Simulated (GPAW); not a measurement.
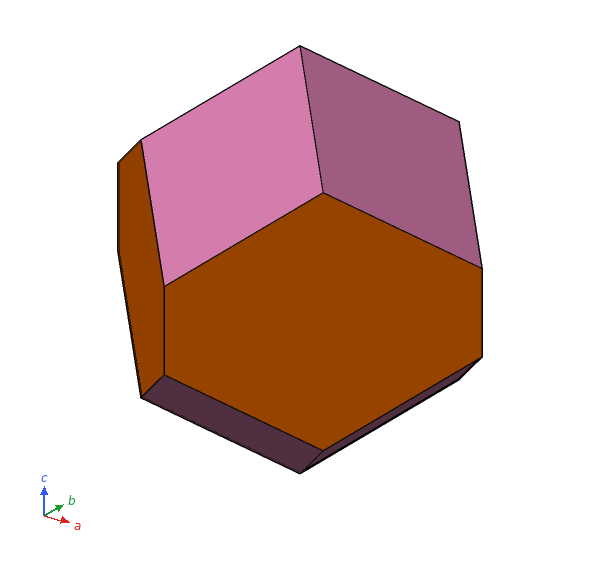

BFDH (Bravais–Friedel–Donnay–Harker) growth shape, computed from the cell and space group alone: each face lies at a distance from the centre proportional to 1/d(hkl), with d taken for the first order that the space group does not extinguish. It ignores bonding, solvent and kinetics. Faces of one form share a colour. Cell of Si: space group I4/mmm (No. 139), a = 3.254 Å, b = 3.254 Å, c = 2.641 Å, α = 90.00°, β = 90.00°, γ = 90.00°. Source: a cell listed in the Materials Project, as set up for an electronic-structure calculation. Forms under 0.4 % of the area are left out.

> Give the Miller indices of each colour.

pink: {101} (d = 2.05 Å, 52 % of the area); orange: {110} (d = 2.30 Å, 48 % of the area).
